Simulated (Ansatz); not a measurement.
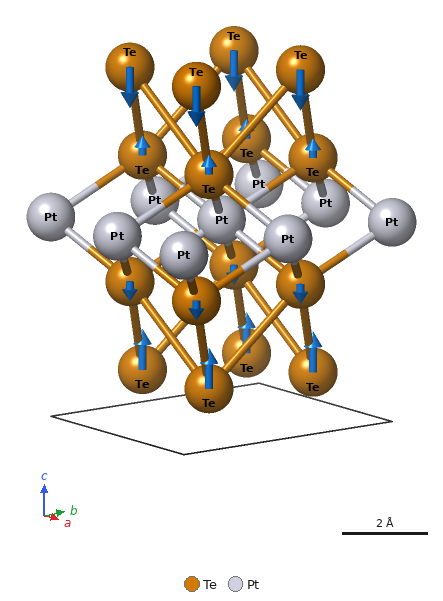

This is a relaxation of a slab of composition Te4Pt (cut from the P-3m1 phase). The starting structure is drawn; blue arrows show the displacements, 5 times their true length.

The picture is a ball-and-stick view of the 2 × 2 repeat of the cell, outlined in the plane, without the vacuum, seen slightly off an axis.

The slab is the (0 0 1) face of Te2Pt.

Computed with DFT PBE+D3(BJ), scalar-relativistic, plane waves, PAW (Ansatz).

The input:
```yaml
crystal:
  lattice:
    - [4.0533413749, 0.0, 0.0]
    - [-2.0266706875, 3.5102966009, 0.0]
    - [0.0, 0.0, 22.462729532]
  atoms:
    - { symbol: Te, position: [0.3333333333, 0.6666666667, 0.3338864046] }
    - { symbol: Te, position: [0.6666666667, 0.3333333333, 0.4394731562] }
    - { symbol: Pt, position: [0.0, 0.0, 0.5] }
    - { symbol: Te, position: [0.3333333333, 0.6666666667, 0.5605268438] }
    - { symbol: Te, position: [0.6666666667, 0.3333333333, 0.6661135954] }
basis:
  ecutwfc: 420
kpoints:
  mp_grid: { grid: [9, 9, 1] }
hamiltonian:
  xc: pbe
  dispersion: d3bj
scf:
  occupations: { method: gaussian, width: 0.1 }
output:
  forces: true
  eigenvalues: true
  write_density: true
  write_potential: true
  elf: true
  volumetric_format: npy
relax:
  adjacent_minimum: "off"
  f_tol: 0.02
  max_steps: 60
efield:
  axis: 3
  dipole_correction: true
  ramp_width: 0.04
```

Run as
```bash
ansatz run input.yaml --threads 2 --pin off --max-ram 5632MiB --backend cpu --events-out ev --progress --plain --runs-dir out
```

Question: What did the optimiser do to the structure, and how much energy did it gain?

Answer: The largest moves relative to the layer's centre, 0.20 Å, are those of Te1 and Te5. Te5 goes along the normal (−c). Pt stays in place. The cell stays as it was. Near-neighbour distances that change, for instance: Te1–Te2 3.332 → 3.132 Å, Pt3–Te4 2.706 → 2.755 Å. Bond angles that change, for instance: Te5–Te4–Te5 74.9° → 80.6°, Pt3–Te4–Te5 164.8° → 170.2°, Te2–Pt3–Te2 97.0° → 94.7°. After 4 geometry steps the energy has fallen by 0.190 eV per cell of the calculation. Largest force component: 0.83 eV/Å at the start, 0.0026 eV/Å at the end. The run took 64 s on 2 threads of Intel(R) Xeon(R) Platinum 8259CL CPU @ 2.50GHz (Skylake/Cascade Lake), with other jobs on the host, peak memory 0.62 GiB.
